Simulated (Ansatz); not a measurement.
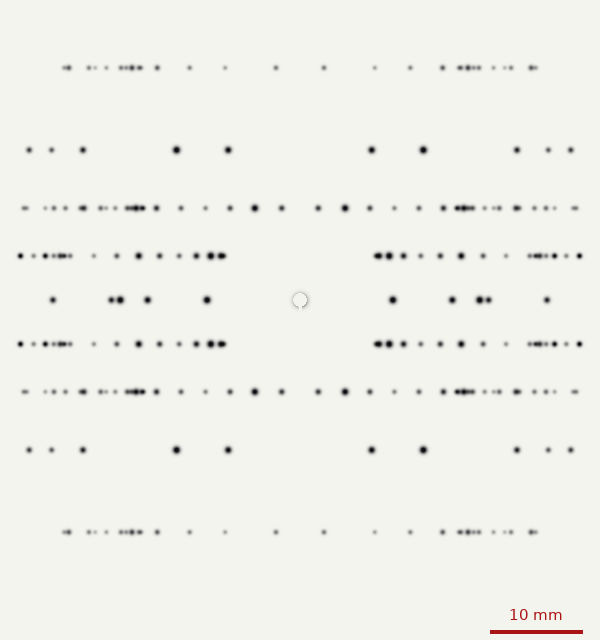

Simulated X-ray rotation photograph: Mo Kα radiation (λ = 0.7107 Å), cylindrical film of radius 28.65 mm unrolled, rotation axis vertical and normal to the beam, kinematic intensities without Lorentz or polarisation factors, the film spanning ±63° about the beam; spots down to d = 0.67 Å.

Measure the layer lines and find the identity period along the axis.

Answer. The first layer line lies 4.8 mm from the equator, so tan ν = 0.169, sin ν = 0.166 and the period is λ/sin ν = 4.28 Å. Further lines follow at 10.1, 16.5, 25.5 mm.

The crystal is Co, space group P6_3/mmc (No. 194), a = 2.469 Å, c = 8.035 Å (hexagonal axes). Structure: the geometry relaxed with DFT, RPBE, plane waves (420 eV) with PAW, scalar-relativistic (Ansatz 0.2.0); the starting structure was generated, so it need not be a known form of this composition.

About which axis was it rotated?

Answer. About [210] (or an equivalent direction), whose length in the conventional cell is 4.276 Å.
